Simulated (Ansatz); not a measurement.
**C: single-point calculation (part 2 of 2)**

C (slab, 7 atoms in the cell); DFT, PBE, dispersion d3bj, plane waves, PAW, spin-polarised (Ansatz 0.2.0); cutoff 420 eV, 12×12×1 k-mesh, Gaussian smearing of 0.05 eV, collinear spins. The structure derives from an entry of the Crystallography Open Database.

Geometry of the input (Å; fractional positions):
```
2.4650  0.0000  0.0000
-1.2325  2.1348  0.0000
0.0000  0.0000  25.6987
C  0.6667  0.3333  0.3308
C  0.3333  0.6667  0.3308
C  0.2872  0.5745  0.4624
C  -0.0460  -0.0920  0.4624
C  -0.2921  -0.5842  0.5852
C  0.3746  -0.2508  0.5934
C  0.3755  -0.2490  0.6561
```

## What the program printed, continued
```
SCF iter   1: F=—  HF=-1754.178778 eV  |F-HF|=—  |Δ(HF+E_count)|=         —  Δρ=4.98e-2 (↑4.98e-2 ↓4.52e-2)  dr2=1.02e1  dr2_m=6.57e-1  M=0.545 μB ∫|m|=0.640 μB  β_m=0.30  ethr=3.10e-3  p=0.000 e·Å  D=5.25e-8 V/Å  ΔV_dip=-0.00 eV  dr2_dipole=3.77e-1  V_vac-E_F(+/−)=7.20/7.20 eV  ⟨swp⟩=9.3  Hψ=12420  notcnv=0  defer=3
efield: sawtooth ramp at fractional position 0.9734 (placed from the atoms, in the widest stretch of the axis that holds none; the zero of the levels goes with the place), width 0.0400; the density the first Hamiltonian is built on has a dipole p = 0.000 e·Å; the dipole correction subtracts the counter field D = 5.25e-8 V/Å, which shifts the + side's vacuum level by -0.00 eV against the − side's; the planar-averaged density in the ramp window peaks in size at 9.6e-8 e/Å³
preconditioner: auto → none  [insulator: Δε(μ)=0.081 eV  Ē_g=15.508 eV  σ=0.050 eV  W_gap=0.71  n_scr=16 (ndim 8)  ℏωp=16.9 eV  f_vac=0.531  D(μ)=0.78/eV (n_scr^D=8)  ε∞_Penn≈2.2]
SCF iter   2: F=—  HF=-1757.039873 eV  |F-HF|=—  |Δ(HF+E_count)|=    2.86e0  Δρ=5.72e-2 (↑4.56e-2 ↓5.72e-2)  dr2=1.91e2  dr2_m=1.41e-1  M=0.858 μB ∫|m|=0.961 μB  β_m=0.30  ethr=3.10e-3  p=0.225 e·Å  D=3.01e-1 V/Å  ΔV_dip=-7.75 eV  dr2_dipole=9.59e1  V_vac-E_F(+/−)=2.49/10.23 eV  ⟨swp⟩=5.1  Hψ=5272  notcnv=0  defer=228  κ⁻¹=1.0e0(r=1)
preconditioner: auto → LDOS  [metal: Δε(μ)=0.045 eV  Ē_g=13.947 eV  σ=0.050 eV  W_gap=0.45  n_scr=16 (ndim 8)  ℏωp=16.9 eV  f_vac=0.537  D(μ)=1.31/eV (n_scr^D=10)]
spin=Collinear: LDOS preconditioning applied to the charge; magnetization (m = ρ↑ − ρ↓) channel mixes plain (no charge-response kernel on spin).
SCF iter   3: F=—  HF=-1752.651634 eV  |F-HF|=—  |Δ(HF+E_count)|=    4.39e0  Δρ=2.95e-2 (↑2.95e-2 ↓2.81e-2)  dr2=3.10e0  dr2_m=2.56e-1  M=0.346 μB ∫|m|=0.404 μB  β_m=0.30  ethr=3.10e-3  p=-0.026 e·Å  D=-3.52e-2 V/Å  ΔV_dip=0.91 eV  dr2_dipole=6.02e-2  V_vac-E_F(+/−)=6.81/5.90 eV  ⟨swp⟩=3.5  Hψ=4235  notcnv=0  defer=277  κ⁻¹=1.4e-3(r=2)
SCF iter   4: F=—  HF=-1751.823170 eV  |F-HF|=—  |Δ(HF+E_count)|=   8.28e-1  Δρ=1.45e-2 (↑1.17e-2 ↓1.45e-2)  dr2=5.61e-1  dr2_m=1.43e-1  M=0.317 μB ∫|m|=0.361 μB  β_m=0.30  ethr=3.10e-3  p=-0.016 e·Å  D=-2.12e-2 V/Å  ΔV_dip=0.55 eV  dr2_dipole=1.74e-1  V_vac-E_F(+/−)=6.27/5.72 eV  ⟨swp⟩=3.1  Hψ=4352  notcnv=0  defer=282  κ⁻¹=3.8e-4(r=3)
SCF iter   5: F=—  HF=-1751.858344 eV  |F-HF|=—  |Δ(HF+E_count)|=   3.52e-2  Δρ=1.02e-2 (↑8.45e-3 ↓1.02e-2)  dr2=2.48e-1  dr2_m=9.24e-2  M=0.258 μB ∫|m|=0.297 μB  β_m=0.30  ethr=2.00e-3  p=-0.026 e·Å  D=-3.54e-2 V/Å  ΔV_dip=0.91 eV  dr2_dipole=9.88e-2  V_vac-E_F(+/−)=6.19/5.28 eV  ⟨swp⟩=2.4  Hψ=3145  notcnv=0  defer=285  κ⁻¹=1.6e-5(r=4)
SCF iter   6: F=—  HF=-1751.880635 eV  |F-HF|=—  |Δ(HF+E_count)|=   2.23e-2  Δρ=7.73e-3 (↑7.73e-3 ↓7.35e-3)  dr2=6.70e-2  dr2_m=6.39e-2  M=0.200 μB ∫|m|=0.238 μB  β_m=0.30  ethr=8.86e-4  p=-0.051 e·Å  D=-6.85e-2 V/Å  ΔV_dip=1.76 eV  dr2_dipole=9.68e-3  V_vac-E_F(+/−)=6.15/4.39 eV  ⟨swp⟩=2.5  Hψ=2275  notcnv=0  defer=295  κ⁻¹=2.5e-6(r=5)
SCF iter   7: F=—  HF=-1751.933196 eV  |F-HF|=—  |Δ(HF+E_count)|=   5.26e-2  Δρ=6.57e-3 (↑6.57e-3 ↓5.45e-3)  dr2=1.40e-1  dr2_m=4.26e-2  M=0.151 μB ∫|m|=0.203 μB  β_m=0.30  ethr=2.39e-4  p=-0.080 e·Å  D=-1.07e-1 V/Å  ΔV_dip=2.76 eV  dr2_dipole=7.40e-2  V_vac-E_F(+/−)=6.09/3.33 eV  ⟨swp⟩=3.6  Hψ=3506  notcnv=0  defer=289  κ⁻¹=1.2e-6(r=6)
SCF iter   8: F=—  HF=-1751.932650 eV  |F-HF|=—  |Δ(HF+E_count)|=   5.46e-4  Δρ=5.35e-3 (↑5.35e-3 ↓4.57e-3)  dr2=5.77e-2  dr2_m=2.95e-2  M=0.112 μB ∫|m|=0.170 μB  β_m=0.42  ethr=2.39e-4  p=-0.062 e·Å  D=-8.28e-2 V/Å  ΔV_dip=2.13 eV  dr2_dipole=3.05e-2  V_vac-E_F(+/−)=6.02/3.90 eV  ⟨swp⟩=2.8  Hψ=2343  notcnv=0  defer=294
Mixer restart at iter 8: flushing history
spin-set hold released at iteration 8 (site moments contracting): the magnetisation degrees of freedom join the quasi-Newton model from the next iteration; the mixer history was flushed
SCF iter   9: F=—  HF=-1751.949343 eV  |F-HF|=—  |Δ(HF+E_count)|=   1.67e-2  Δρ=4.22e-3 (↑4.22e-3 ↓3.77e-3)  dr2=3.58e-2  dr2_m=1.92e-2  M=0.055 μB ∫|m|=0.115 μB  β_m=0.60  ethr=2.06e-4  p=-0.059 e·Å  D=-7.90e-2 V/Å  ΔV_dip=2.03 eV  dr2_dipole=1.79e-2  V_vac-E_F(+/−)=5.98/3.95 eV  ⟨swp⟩=1.5  Hψ=2607  notcnv=0  defer=294
density mixer auto → msr1: a metal under ldos (density of states about μ 0.50 of a free-electron gas's, 16 screened modes)
SCF iter  10: F=—  HF=-1751.969490 eV  |F-HF|=—  |Δ(HF+E_count)|=   2.01e-2  Δρ=1.16e-3 (↑9.27e-4 ↓1.16e-3)  dr2=8.65e-3  dr2_m=9.04e-4  M=-0.028 μB ∫|m|=0.032 μB  β_m=0.55  ethr=1.28e-4  p=-0.051 e·Å  D=-6.86e-2 V/Å  ΔV_dip=1.76 eV  dr2_dipole=3.76e-3  V_vac-E_F(+/−)=5.87/4.10 eV  ⟨swp⟩=2.3  Hψ=2860  notcnv=0  defer=295
SCF iter  11: F=—  HF=-1751.968109 eV  |F-HF|=—  |Δ(HF+E_count)|=   1.38e-3  Δρ=1.18e-3 (↑9.35e-4 ↓1.18e-3)  dr2=2.88e-3  dr2_m=1.33e-3  M=-0.032 μB ∫|m|=0.037 μB  β_m=0.77  ethr=3.09e-5  p=-0.048 e·Å  D=-6.41e-2 V/Å  ΔV_dip=1.65 eV  dr2_dipole=1.01e-3  V_vac-E_F(+/−)=5.86/4.22 eV  ⟨swp⟩=2.4  Hψ=2709  notcnv=0  defer=285
SCF iter  12: F=—  HF=-1751.969638 eV  |F-HF|=—  |Δ(HF+E_count)|=   1.53e-3  Δρ=5.77e-4 (↑5.54e-4 ↓5.77e-4)  dr2=1.75e-3  dr2_m=1.04e-4  M=-0.022 μB ∫|m|=0.025 μB  β_m=0.64  ethr=1.03e-5  p=-0.046 e·Å  D=-6.19e-2 V/Å  ΔV_dip=1.59 eV  dr2_dipole=1.76e-5  V_vac-E_F(+/−)=5.84/4.25 eV  ⟨swp⟩=2.2  Hψ=2904  notcnv=0  defer=282
SCF iter  13: F=—  HF=-1751.969373 eV  |F-HF|=—  |Δ(HF+E_count)|=   2.64e-4  Δρ=2.60e-4 (↑2.27e-4 ↓2.60e-4)  dr2=3.21e-4  dr2_m=5.75e-5  M=-0.019 μB ∫|m|=0.021 μB  β_m=0.76  ethr=6.25e-6  p=-0.047 e·Å  D=-6.25e-2 V/Å  ΔV_dip=1.61 eV  dr2_dipole=2.59e-5  V_vac-E_F(+/−)=5.84/4.23 eV  ⟨swp⟩=2.0  Hψ=2529  notcnv=0  defer=282
SCF iter  14: F=—  HF=-1751.969421 eV  |F-HF|=—  |Δ(HF+E_count)|=   4.79e-5  Δρ=1.65e-4 (↑1.29e-4 ↓1.65e-4)  dr2=2.48e-4  dr2_m=2.17e-5  M=-0.014 μB ∫|m|=0.016 μB  β_m=0.80  ethr=1.15e-6  p=-0.047 e·Å  D=-6.27e-2 V/Å  ΔV_dip=1.61 eV  dr2_dipole=1.23e-4  V_vac-E_F(+/−)=5.84/4.23 eV  ⟨swp⟩=1.6  Hψ=1816  notcnv=0  defer=282
SCF iter  15: F=—  HF=-1751.969449 eV  |F-HF|=—  |Δ(HF+E_count)|=   2.73e-5  Δρ=1.27e-4 (↑1.27e-4 ↓8.20e-5)  dr2=3.34e-4  dr2_m=7.34e-6  M=-0.012 μB ∫|m|=0.013 μB  β_m=0.75  ethr=8.86e-7  p=-0.046 e·Å  D=-6.19e-2 V/Å  ΔV_dip=1.59 eV  dr2_dipole=1.55e-4  V_vac-E_F(+/−)=5.83/4.24 eV  ⟨swp⟩=1.2  Hψ=1708  notcnv=0  defer=282
SCF iter  16: F=—  HF=-1751.969448 eV  |F-HF|=—  |Δ(HF+E_count)|=   2.18e-7  Δρ=6.42e-5 (↑6.42e-5 ↓5.55e-5)  dr2=4.92e-6  dr2_m=4.04e-6  M=-0.009 μB ∫|m|=0.010 μB  β_m=0.87  ethr=8.86e-7  p=-0.047 e·Å  D=-6.22e-2 V/Å  ΔV_dip=1.60 eV  dr2_dipole=1.01e-6  V_vac-E_F(+/−)=5.84/4.24 eV  ⟨swp⟩=1.1  Hψ=1631  notcnv=0  defer=282
SCF iter  17: F=—  HF=-1751.969461 eV  |F-HF|=—  |Δ(HF+E_count)|=   1.28e-5  Δρ=5.40e-5 (↑5.40e-5 ↓2.98e-5)  dr2=7.77e-5  dr2_m=1.37e-6  M=-0.005 μB ∫|m|=0.006 μB  β_m=0.87  ethr=1.76e-8  p=-0.046 e·Å  D=-6.20e-2 V/Å  ΔV_dip=1.59 eV  dr2_dipole=3.73e-5  V_vac-E_F(+/−)=5.83/4.24 eV  ⟨swp⟩=2.1  Hψ=2986  notcnv=0  defer=282
SCF iter  18: F=—  HF=-1751.969465 eV  |F-HF|=—  |Δ(HF+E_count)|=   3.95e-6  Δρ=3.49e-5 (↑3.49e-5 ↓3.08e-5)  dr2=2.80e-5  dr2_m=1.31e-7  M=-0.001 μB ∫|m|=0.001 μB  β_m=0.66  ethr=1.76e-8  p=-0.046 e·Å  D=-6.21e-2 V/Å  ΔV_dip=1.60 eV  dr2_dipole=1.23e-5  V_vac-E_F(+/−)=5.84/4.24 eV  ⟨swp⟩=2.0  Hψ=2896  notcnv=0  defer=282
SCF iter  19: F=—  HF=-1751.969464 eV  |F-HF|=—  |Δ(HF+E_count)|=   7.56e-7  Δρ=1.04e-5 (↑8.04e-6 ↓1.04e-5)  dr2=1.10e-6  dr2_m=8.23e-8  M=0.001 μB ∫|m|=0.001 μB  β_m=0.73  ethr=1.76e-8  p=-0.047 e·Å  D=-6.22e-2 V/Å  ΔV_dip=1.60 eV  dr2_dipole=5.65e-7  V_vac-E_F(+/−)=5.84/4.24 eV  ⟨swp⟩=2.0  Hψ=2846  notcnv=0  defer=282
SCF iter  20: F=—  HF=-1751.969465 eV  |F-HF|=—  |Δ(HF+E_count)|=   2.09e-7  Δρ=2.77e-6 (↑2.77e-6 ↓1.90e-6)  dr2=1.31e-7  dr2_m=4.37e-9  M=0.000 μB ∫|m|=0.000 μB  β_m=0.70  ethr=3.94e-9  p=-0.047 e·Å  D=-6.23e-2 V/Å  ΔV_dip=1.60 eV  dr2_dipole=6.71e-8  V_vac-E_F(+/−)=5.84/4.24 eV  ⟨swp⟩=1.3  Hψ=1673  notcnv=0  defer=282
SCF iter  21: F=—  HF=-1751.969465 eV  |F-HF|=—  |Δ(HF+E_count)|=   2.08e-8  Δρ=1.31e-6 (↑1.24e-6 ↓1.31e-6)  dr2=3.71e-8  dr2_m=6.13e-10  M=-0.000 μB ∫|m|=0.000 μB  β_m=0.62  ethr=3.57e-10  p=-0.047 e·Å  D=-6.23e-2 V/Å  ΔV_dip=1.60 eV  dr2_dipole=1.64e-8  V_vac-E_F(+/−)=5.84/4.24 eV  ⟨swp⟩=16.4  Hψ=11520  notcnv=0
SCF iter  22: F=—  HF=-1751.969465 eV  |F-HF|=—  |Δ(HF+E_count)|=   2.33e-9  Δρ=4.20e-7 (↑3.74e-7 ↓4.20e-7)  dr2=3.71e-9  dr2_m=1.23e-10  M=-0.000 μB ∫|m|=0.000 μB  β_m=0.64  ethr=1.32e-10  p=-0.047 e·Å  D=-6.23e-2 V/Å  ΔV_dip=1.60 eV  dr2_dipole=1.80e-9  V_vac-E_F(+/−)=5.84/4.24 eV  ⟨swp⟩=4.5  Hψ=5660  notcnv=0
SCF iter  23: F=-1751.969465 eV  HF=-1751.969465 eV  |F-HF|=3.14e-10  |Δ(HF+E_count)|=  3.66e-10  Δρ=1.73e-7 (↑1.40e-7 ↓1.73e-7)  dr2=3.56e-10  dr2_m=1.67e-11  M=0.000 μB ∫|m|=0.000 μB  ethr=1.32e-11  p=-0.047 e·Å  D=-6.23e-2 V/Å  ΔV_dip=1.60 eV  dr2_dipole=1.63e-10  V_vac-E_F(+/−)=5.84/4.24 eV  ⟨swp⟩=3.5  Hψ=4696  notcnv=0
SCF 1 converged in 23 iterations: F = -1751.969465 eV  dr2 = 3.56e-10
  greatest PAW one-centre occupation: 0.762 electrons in one spin orbital (limit 2), on the C atom at site 6 (counted from 0), in its partial waves of l = 0
```

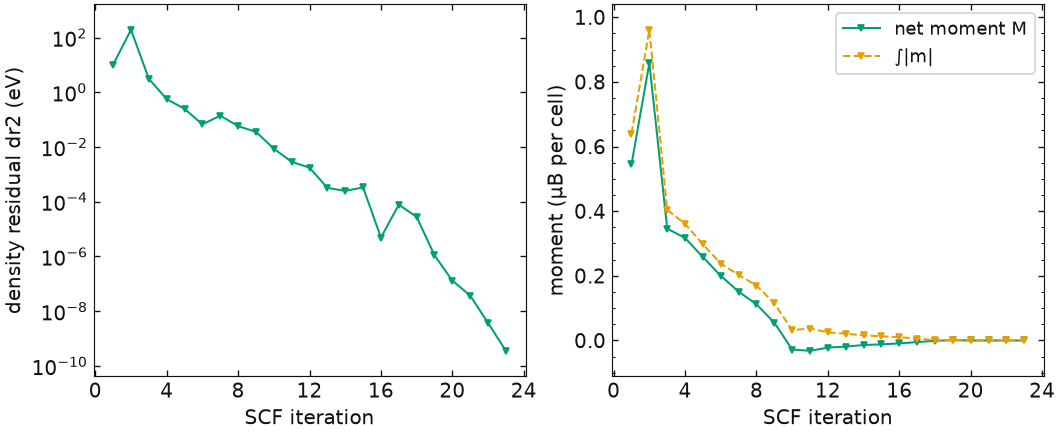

*Convergence of the self-consistent field: density residual dr2 and magnetic moment against the SCF iteration.*

The residual falls unevenly and jumps up by a factor of two or more 3 times on the way down. The net moment goes from 0.5 to 0.0 μB per cell, and ∫|m| falls to zero.

```
WARN: the starting moments were not kept: the SCF closed with an absolute magnetisation of 1.3e-5 μB, where they sum to 2 μB in size (1 site). That is at most 0.1 of that sum. Measured as dr2_m measures the in/out step, that magnetisation stands 2.9e-11 eV from none, at or under the dr2_threshold of 1.0e-7 eV: it is no larger than a step whose dr2_m would equal this threshold. The system may hold no moment; this SCF shows only that its start led to no more than that. To try another start: raise the starting moments (crystal.atoms[].spin, magnetization.per_species, magnetization.initial_magnetization, or on a non-collinear deck that types none of these the spinor_matrix: blocks that start its atoms; where the total moment is fixed, keep their sum and leave initial_magnetization as it is; typed ones take the place of any that the run laid by itself, positive ones on a crystal's lanthanoids without a Hubbard term where scf.initial_density.shell_occupations: [] is typed) or, if the notice of its spin-set hold's release reads "site moments contracting" or "site moments show no strong build", lengthen the hold (scf.mixing.spin_hold: { on: { confirm: 4 } }; for m-r²SCAN on two components see the key's manual first). Each may lead to a state that holds a moment. A second SCF, from the converged charge density, with the starting moments and any scf.initial_density.shell_occupations laid on it anew, would have followed, and was not run: the deck does not ask for one (magnetization.retry_lost_moments is false, the default). To let it run, set magnetization.retry_lost_moments: true and run the deck again, where that key's refused combinations let it; where memory then withholds it, that run's warning says so.
SCF converged after 23 iterations
Magnetization: 0.0000 μB (14.0000 up, 14.0000 down)
Absolute magnetization: 0.0000 μB (∫|ρ↑−ρ↓|, with the PAW one-centre terms)
Spin contamination: 0.0000 ħ² per cell (⟨S²⟩ above its minimum at these occupations)
Per-site moments (μB) at R_I (Å): [(1.832339034317508e-6, 0.5870691369367935), (-1.1565656346261491e-6, 0.5870691369367935), (-9.555247509797393e-7, 0.5868476708775127), (9.716083991785541e-7, 0.5868476708775127), (4.798264046556166e-7, 0.5934472293226447), (2.9209822084549106e-7, 0.5934472293226447), (2.7406531199715403e-7, 0.6648948014467958)]
Free energy (F): -1751.969465 eV
Harris-Foulkes:  -1751.969465 eV  (|F-HF|=3.14e-10)
Internal energy: -1751.967756 eV  (E = F + TS)
E sigma→0 (E₀):  -1751.968610 eV
Entropy (-TS):   -0.001709 eV (-0.244 meV/atom)
Fermi energy:    0.593941 eV
Dipole field:    D = -0.062273 V/Å  (p = -0.046541 e·Å, saw-weighted, corrected)
Work function:   Φ+ = 5.8356 eV   Φ− = 4.2353 eV
Levels:          The Fermi level and band energies are counted from a zero that moves with the ramp; work functions are not
--- Per-component energies (eV) ---
  E_band       = -241.892786
  E_kinetic    = 624.828089
  E_local      = -20630.525493  (includes V_loc(G=0)·N_el)
  E_nonlocal   = 192.802964
  E_hartree    = 10014.949826
  E_xc         = -334.227754
  E_vxc        = -413.698495  (∫ρ·V_xc dr)
  E_paw        = -693.337100  (= ΣΔE_a)
  E_vpaw       = -44.991216  (= ΣTr[D̂ρ^β])
  E_aug_tail   = 0.000045  (compensation charges beyond the density's cutoff)
  E_efield     = 0.001449  (sawtooth field / dipole correction)
  E_vefield    = -0.208884  (∫n·V_field dr)
  E_ewald      = 9074.515464
  E_disp       = -0.975246  (pairwise vdW)
  E_smearing   = -0.001709  (= −TS)
  E_closure    = -0.000000  (closes the sum)
  Σ components = -1751.969465   (vs F -1751.969465, Δ=0.00e0)
--- Forces (eV/Å), atoms counted from 1 ---
  atom   1  C      0.00000000    -0.03873510     0.02066072
  atom   2  C     -0.00000000     0.03435410    -0.01540379
  atom   3  C     -0.00000000     0.00107014    -0.00042408
  atom   4  C     -0.00000000     0.00094511    -0.00016806
  atom   5  C     -0.00000000     0.00141174    -0.00032816
  atom   6  C     -0.00000000     0.00006852    -0.00075902
  atom   7  C     -0.00000000     0.00088536    -0.00358685
  max |Σ_I F_I| component: 9.24e-6 eV/Å
--- Band table (eV; the first three rows and the last of 86) ---
  k-point 0 ↑: bands = ["-21.0899", "-19.1974", "-18.9451", "-13.0773", "-7.7431", "-6.8757", "-6.2964", "-3.6668", "-3.6565", "-2.6819", "-2.6667", "-2.4764", "-2.4751", "0.9053", "4.1429", "4.8601", "4.8698", "5.4606", "6.0493", "6.5722", "7.1293", "7.8382"]
  k-point 1 ↑: bands = ["-20.9211", "-19.0329", "-18.7815", "-12.9084", "-7.5458", "-6.6873", "-6.1218", "-4.3948", "-4.0013", "-3.3341", "-3.1273", "-3.0071", "-2.8156", "0.9906", "4.3522", "4.3812", "4.8130", "5.6837", "6.2696", "6.7735", "7.3486", "7.8178"]
  k-point 2 ↑: bands = ["-20.4167", "-18.5412", "-18.2923", "-12.4109", "-6.9601", "-6.1836", "-6.1126", "-5.5987", "-4.9749", "-4.8047", "-4.7672", "-3.8039", "-3.6103", "1.0308", "3.1813", "4.5499", "5.0261", "6.3477", "6.9001", "7.2267", "7.6968", "8.0054"]
  k-point 42 ↓: bands = ["-16.7176", "-14.9009", "-14.6701", "-11.8688", "-10.1795", "-9.9729", "-9.8343", "-8.7496", "-8.6090", "-8.4007", "-2.8571", "-2.6546", "-2.2295", "-1.8565", "0.2726", "2.0275", "3.0313", "3.4910", "8.1887", "9.9453", "10.6552", "11.3525"]
```

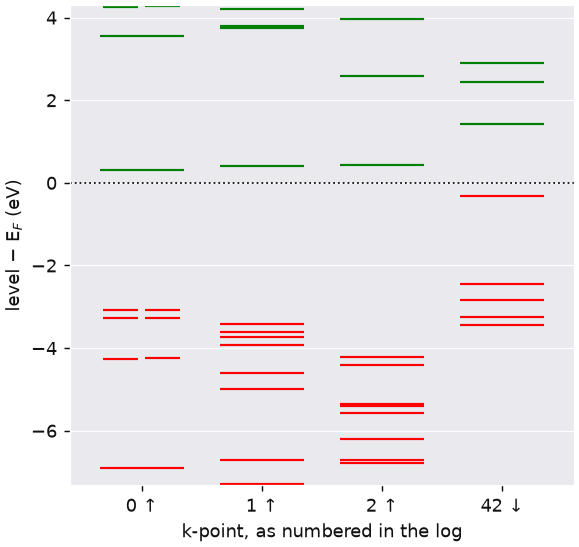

*Kohn–Sham levels near the Fermi level (dotted) at the few k-points that the log prints; levels within 0.02 eV of each other stand side by side.*

The system is metallic on the full mesh.

## Key numbers

- outcome: converged
- electrons treated: 28
- free energy: −1751.9695 eV
- Fermi energy: 0.594 eV
- gap on the k-point mesh: none (metallic)
- net moment of the cell: 0.00 μB
- integrated absolute moment: 0.00 μB
- largest force (length of the vector): 0.044 eV/Å
- wall time: 94 s
- peak memory: 0.49 GiB

## Remarks

Settings chosen away from the usual ones: basis.xc_grid set to 3. Warnings of the run: some starting moments were not kept.
